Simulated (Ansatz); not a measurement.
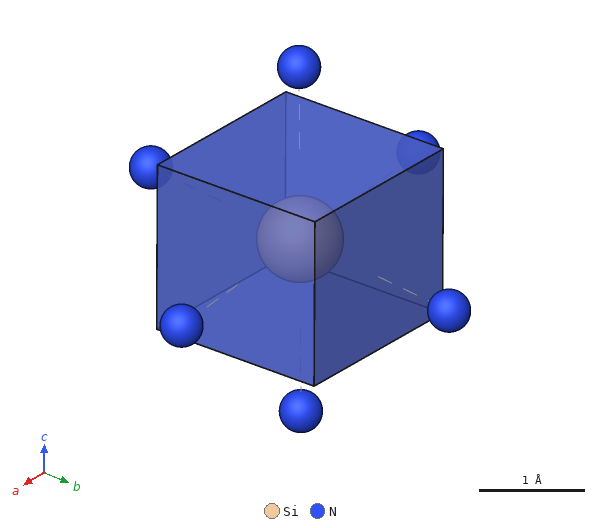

Voronoi cell (the region closer to this atom than to any other), computed from the atomic positions without radii. Central atom: Si1 (16d) in Si3N4; faces take the colour of the neighbour behind them. Source: coordinates from a relaxation with DFT PBEsol, scalar-relativistic, plane waves, PAW (Ansatz 0.2.0).

Si3N4, space group Fd-3m:1 (No. 227), a = 7.744 Å, b = 7.744 Å, c = 7.744 Å, α = 90.00°, β = 90.00°, γ = 90.00°

```
site  Wyckoff       x       y       z
 Si1      16d  0.3750  0.8750  0.1250
 Si2       8a  0.2500  0.2500  0.2500
   N      32e  0.3676  0.8676  0.3676
```

**What is the volume of this Voronoi cell?**

6.7 Å³, against a mean of 8.3 Å³ per atom in this structure.

**Tabulate the neighbours by distance and solid angle.**

| neighbour | faces | distance (Å) | solid angle (% of sphere) |
| --- | --- | --- | --- |
| N | 6 | 1.88 | 100.0 |
